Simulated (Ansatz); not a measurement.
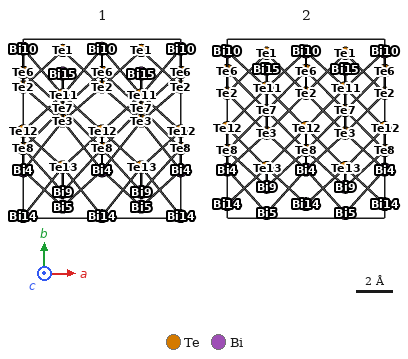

Two geometries of a slab of composition Bi2Te3 (cut from the R3m phase), drawn at one scale. One is the start of a relaxation, the other its converged end. Style: ball-and-stick. Shown: the 2 × 1 repeat of the cell, outlined in the plane, without the vacuum, along the c axis.

Theory: Ansatz 0.2.0, DFT PBE, scalar-relativistic, plane waves, PAW. (plane-wave cutoff 420 eV; k-point mesh 8 × 4 × 1; occupations gaussian; smearing width 0.1 eV; no spin polarisation; dipole correction; atoms relaxed in a fixed cell; force threshold 0.02 eV/Å; at most 60 steps)

Which one is relaxed?

Structure 1 is the relaxed one. Case: (0 1 2) slab, atoms relaxed. The slab is the (0 1 2) face of Bi2Te3. The largest move relative to the layer's centre is that of Bi14, 0.76 Å at 64° to the normal (+c side). Largest moves by element: Bi 0.76 Å, Te 0.72 Å. The cell doesn't change. Near-neighbour distances that change, for instance: Te13–Bi14 3.149 → 3.802 Å, Te8–Bi9 3.149 → 3.681 Å, Te3–Bi4 3.149 → 3.669 Å, Te8–Te12 3.270 → 3.789 Å. Bond angles that change, for instance: Bi9–Bi10–Bi14 82.1° → 96.6°, Bi10–Te11–Bi10 90.5° → 78.7°, Te11–Bi10–Te11 90.5° → 78.7°. The energy falls by 1.651 eV per cell of the calculation in 8 accepted moves (9 points after the start). The largest force component goes from 1.3 to 0.0097 eV/Å. The line search rejected the trial step at point 5 of the run.
